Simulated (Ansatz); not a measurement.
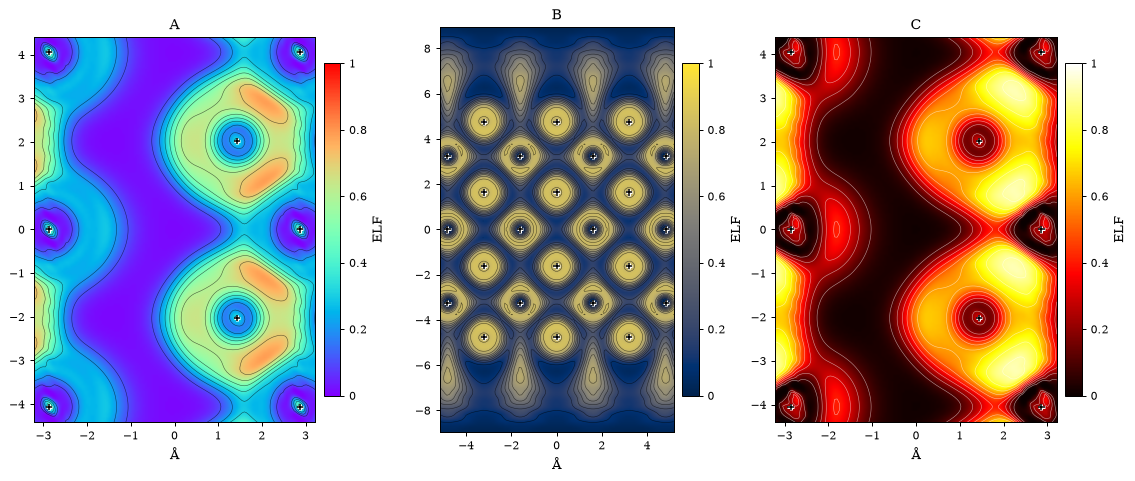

The electron localisation function of 3 systems, each on a plane through atoms (crosses mark nuclei in the plane).

The calculation used Ansatz, DFT PBE, scalar-relativistic, plane waves, PAW.

System 1: GaAs, the (011) plane of the conventional cell. Space group F-43m.

```cif
data_structure
_symmetry_space_group_name_H-M 'P 1'
_symmetry_Int_Tables_number 1
_cell_length_a 5.7454
_cell_length_b 5.7454
_cell_length_c 5.7454
_cell_angle_alpha 90.000
_cell_angle_beta 90.000
_cell_angle_gamma 90.000
_cell_volume 189.65
loop_
_atom_site_label
_atom_site_type_symbol
_atom_site_fract_x
_atom_site_fract_y
_atom_site_fract_z
_atom_site_occupancy
Ga1 Ga 0.50000 0.50000 0.00000 1
Ga2 Ga 0.00000 0.50000 0.50000 1
Ga3 Ga 0.00000 0.00000 0.00000 1
Ga4 Ga 0.50000 0.00000 0.50000 1
As1 As 0.75000 0.75000 0.25000 1
As2 As 0.25000 0.75000 0.75000 1
As3 As 0.25000 0.25000 0.25000 1
As4 As 0.75000 0.25000 0.75000 1
```

System 2: AlAs, the (011) plane of the conventional cell. Space group F-43m.

```
Al As
1.0
     5.72761    0.00000    0.00000
     0.00000    0.00000   -5.72761
     0.00000    5.72761    0.00000
Al As
4 4
Direct
  0.50000 0.50000 0.00000
  0.00000 0.50000 0.50000
  0.00000 0.00000 0.00000
  0.50000 0.00000 0.50000
  0.75000 0.75000 0.25000
  0.25000 0.75000 0.75000
  0.25000 0.25000 0.25000
  0.75000 0.25000 0.75000
```

System 3: HfN (slab), the (010) plane of the calculation cell, a cut from vacuum to vacuum. Computed without spin polarisation.

```xyz
14
Lattice="3.2158 0.0000 0.0000 0.0000 4.5478 0.0000 0.0000 0.0000 24.6473" Properties=species:S:1:pos:R:3 pbc="T T T"
Hf    1.6079    2.2739    7.5667
N     1.6079    0.0000    7.6002
Hf    0.0000    0.0000    9.0303
N     0.0000    2.2739    9.0724
Hf    1.6079    2.2739   10.6915
N     1.6079    0.0000   10.7361
Hf    0.0000    0.0000   12.3237
N     0.0000    2.2739   12.3237
Hf    1.6079    2.2739   13.9558
N     1.6079    0.0000   13.9112
Hf    0.0000    0.0000   15.6170
N     0.0000    2.2739   15.5749
Hf    1.6079    2.2739   17.0806
N     1.6079    0.0000   17.0471
```

> Match each panel to its system.

Panel A is system 1, GaAs: the plane holds Ga and As. Ga–As (2.49 Å): the ELF peaks at about 0.80 between the atoms: localised, covalent bonding. Panel B is system 3, HfN: the plane holds Hf and N. Hf–Hf (3.12 Å): the ELF is about 0.20 at the midpoint; no shared electron pair shows on this line. Panel C is system 2, AlAs: the plane holds Al and As. Al–As (2.48 Å): the ELF peaks at about 0.90 between the atoms; a covalent bond.
